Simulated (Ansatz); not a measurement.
Ge

Input file:

```
crystal:
  lattice:
    - [3.520899, -4.0762159, 0.0]
    - [3.520899, 4.0762159, 0.0]
    - [0.0, 0.0, 7.0656769]
  atoms:
    - { symbol: Ge, position: [0.312273, 0.045339, 0.411182] }
    - { symbol: Ge, position: [0.454661, 0.187727, 0.088818] }
    - { symbol: Ge, position: [0.045339, 0.312273, 0.588818] }
    - { symbol: Ge, position: [0.187727, 0.454661, 0.911182] }
    - { symbol: Ge, position: [0.954661, 0.687727, 0.411182] }
    - { symbol: Ge, position: [0.687727, 0.954661, 0.588818] }
    - { symbol: Ge, position: [0.812273, 0.545339, 0.088818] }
    - { symbol: Ge, position: [0.545339, 0.812273, 0.911182] }
basis:
  ecutwfc: 420
kpoints:
  mp_grid: { grid: [8, 8, 6] }
  band_path:
    path:
      - [[0.0, 0.0, 0.0], [-0.5, 0.5, 0.0], [-0.43652317, 0.56347683, 0.0]]
      - [[0.43652317, 0.43652317, 0.0], [0.0, 0.0, 0.0], [0.0, 0.0, 0.5], [0.43652317, 0.43652317, 0.5]]
      - [[-0.43652317, 0.56347683, 0.5], [-0.5, 0.5, 0.5], [-0.5, 0.5, 0.0]]
      - [[0.0, 0.0, 0.0], [0.0, 0.5, 0.0], [0.0, 0.5, 0.5], [0.0, 0.0, 0.5], [-0.5, 0.5, 0.5]]
    npoints: 14
hamiltonian:
  xc: pbesol
scf:
  occupations: { method: gaussian, width: 0.1 }
  n_extra_bands: 20
output:
  forces: true
  stress: true
  eigenvalues: true
  populations: true
  dos: { projected: true, de: 0.02, nscf_kmesh: { grid: [10, 10, 8] } }
  bader: true
  write_density: true
  write_potential: true
  elf: true
  volumetric_format: npy
```

Command:

```sh
ansatz run input.yaml --threads 4 --pin off --max-ram 8192MiB --backend cpu --events-out ev --progress --plain --runs-dir out
```

Below, planes, directions and counts refer to the conventional cell (a = 7.04 Å, b = 8.15 Å, c = 7.07 Å, α = 90.00°, β = 90.00°, γ = 90.00°).

Space group Cmce; a structure generated by program, which may or may not match a known phase; computed pressure about −3 GPa in this cell.

Method: DFT PBEsol, scalar-relativistic, plane waves, PAW in Ansatz.

### What will maps of the electron localisation function show?

Ge–Ge (2.49 Å): the ELF peaks at about 0.75 between the atoms.

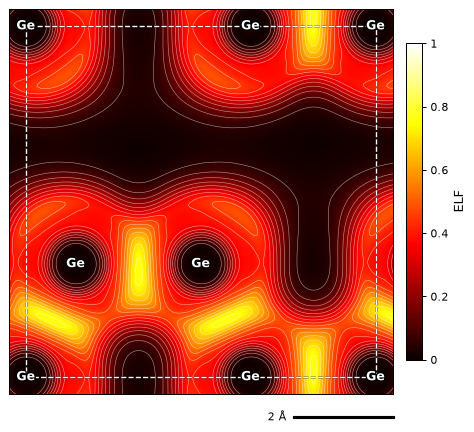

Computed electron localisation function on the (010) plane of the conventional cell. 

In a PAW calculation such maps are meaningful between the atoms, not at the nuclei.
